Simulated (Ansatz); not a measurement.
**SnGe7: density, localisation and related maps**

The calculation's input:

```
crystal:
  lattice:
    - [6.03068659, 0.0, 0.0]
    - [0.0, -6.03068659, 0.0]
    - [0.0, 0.0, -6.03068659]
  atoms:
    - { symbol: Ge, position: [0.0, 0.5, 0.5] }
    - { symbol: Ge, position: [0.5, 0.0, 0.5] }
    - { symbol: Ge, position: [0.5, 0.5, 0.0] }
    - { symbol: Ge, position: [0.0, 0.0, 0.0] }
    - { symbol: Ge, position: [0.25, 0.25, 0.25] }
    - { symbol: Ge, position: [0.75, 0.75, 0.25] }
    - { symbol: Ge, position: [0.75, 0.25, 0.75] }
    - { symbol: Sn, position: [0.25, 0.75, 0.75] }
basis:
  ecutwfc: 420
kpoints:
  mp_grid: { grid: [6, 6, 6] }
hamiltonian:
  xc: pbesol
scf:
  occupations: { method: gaussian, width: 0.1 }
output:
  forces: true
  stress: true
  eigenvalues: true
  write_density: true
  write_potential: true
  elf: true
  volumetric_format: npy
relax:
  adjacent_minimum: "off"
  f_tol: 0.005
  max_steps: 80
  cell: { stress_tol: 0.05 }
```

Command:

```sh
ansatz run input.yaml --threads 2 --pin off --max-ram 5120MiB --backend cpu --events-out ev --progress --plain --runs-dir out
```

Below, planes, directions and counts refer to the conventional cell (a = 5.79 Å, b = 5.79 Å, c = 5.79 Å, α = 90.00°, β = 90.00°, γ = 90.00°).

The fields are those of the relaxed geometry.

Space group P-43m; a generated structure, not necessarily the stable one.

Method: Ansatz 0.2.0, DFT PBEsol, scalar-relativistic, plane waves, PAW.

Core electrons are frozen (PAW), and the valence fields are smoothed inside the atomic spheres.

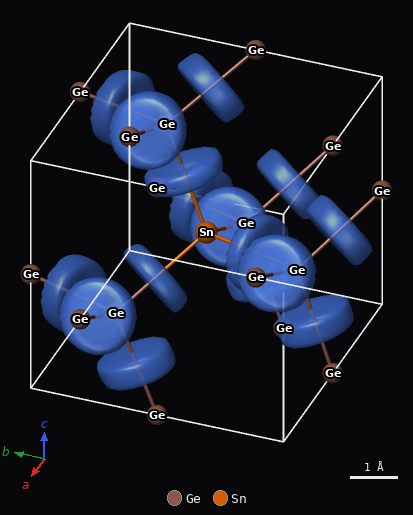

Figure 1. Isosurface of the electron localisation function at 0.55 (blue), seen at an oblique angle. Only the valence region is drawn (cores and ρ < 0.01 e/Å³ removed). Sticks mark near contacts.

**What do the ELF domains correspond to?**

At this value the surface marks out twelve regions between bonded Ge–Ge atoms and four regions between bonded Ge–Sn atoms, counted in one cell of 8 atoms. Regions shared between cells count once.


Ge–Ge (2.48 Å): the ELF peaks at about 0.75 between the atoms. Sn–Ge (2.59 Å): the ELF peaks at about 0.70 between the atoms.

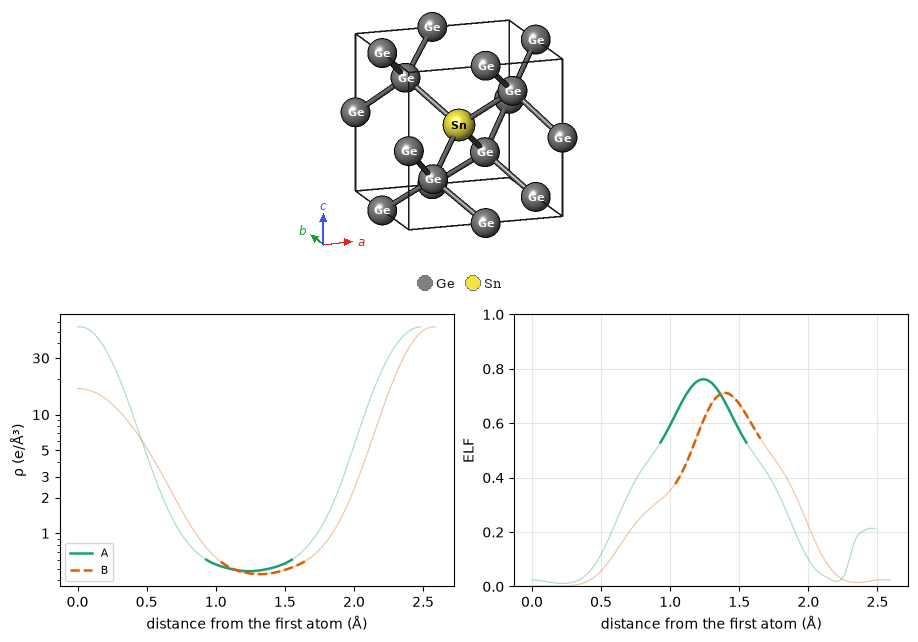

Figure 2. Valence charge density (pseudo) and ELF along straight lines between neighbouring atoms. Thin, pale parts lie inside the atomic spheres. The structure is drawn too.

**Which curve belongs to which contact (Ge–Ge and Sn–Ge)? The first atom named is at distance zero.**

Curve A: Ge–Ge (2.48 Å): ρ at the midpoint is about 0.48 e/Å³; the ELF peaks at about 0.75 between the atoms. Curve B: Sn–Ge (2.59 Å): ρ at the midpoint is about 0.45 e/Å³; the ELF peaks at about 0.70 between the atoms.

**Does the calculation give a band gap?**

It is gapless in this calculation (a metal or semimetal).
